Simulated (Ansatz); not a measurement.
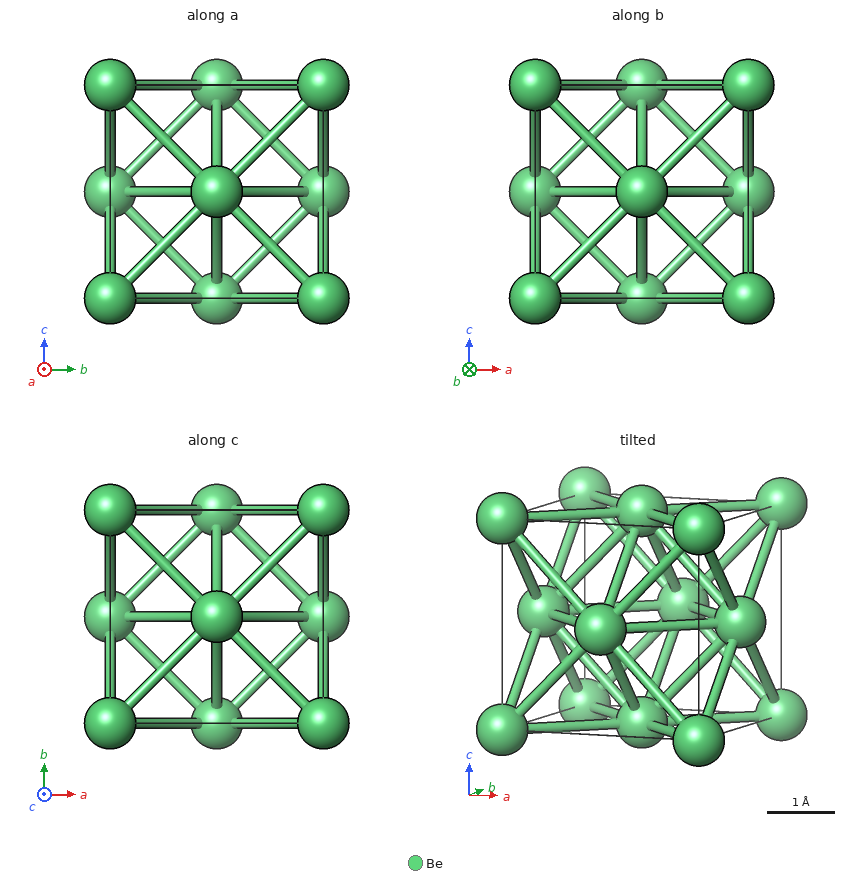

Ball-and-stick model, viewed along the a axis, along the b axis, along the c axis and slightly off an axis. The parallelepiped is the conventional unit cell.

Lattice parameters: a = 3.225 Å, b = 3.225 Å, c = 3.225 Å, α = 90.00°, β = 90.00°, γ = 90.00°.

Set out the cell and atoms as a table of Wyckoff sites.

Space group Fm-3m (No. 225).
```tsv
atom	site	x	y	z
Be	4a	0.0000	0.0000	0.0000
```

Provenance: a structure type filled with this element by a generator (whether the element takes this form wasn't checked). Earlier steps of the study may have refined or changed the cell and positions. It was the input of a calculation with Ansatz.

At this level of theory the cell isn't at rest (stretched, at -4 GPa), so its distances can differ from those at equilibrium, the more so the softer the solid.
